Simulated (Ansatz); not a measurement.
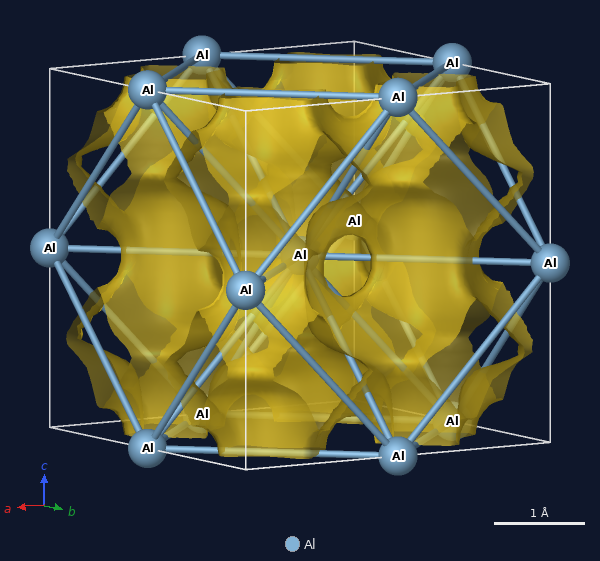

Figure. Al. Isosurface of the electron localisation function at 0.55 (yellow), seen at an oblique angle. Core shells and regions of very low density are left out. Sticks mark near contacts.

Space group Fm-3m; a structure generated by program, which may or may not match a known phase; changed on purpose from its base cell (the structure that the rattled cell fell into); computed without spin polarisation.

Theory: Ansatz, DFT PBE, scalar-relativistic, plane waves, PAW.

In a PAW calculation such maps are meaningful between the atoms, not at the nuclei.

```
Al
1.0
     2.85823    2.85790    0.00000
    -2.85823    2.85790    0.00000
     0.00000    0.00000    4.04041
Al
4
Direct
  0.00000 0.50000 0.00000
  0.00000 0.00000 0.50000
  0.50000 0.00000 0.00000
  0.50000 0.50000 0.50000
```

**Describe the localisation domains.**

The surface consists of one network that runs through the whole crystal, counted in one cell of 4 atoms. Any copies at cell faces, edges or corners count once. There are no localised bonds or lone pairs at this value. Along the contacts the grid gives the following. Al–Al (2.86 Å): the ELF peaks at about 0.65 between the atoms.

**Does the calculation give a band gap?**

It is gapless in this calculation (a metal or semimetal).
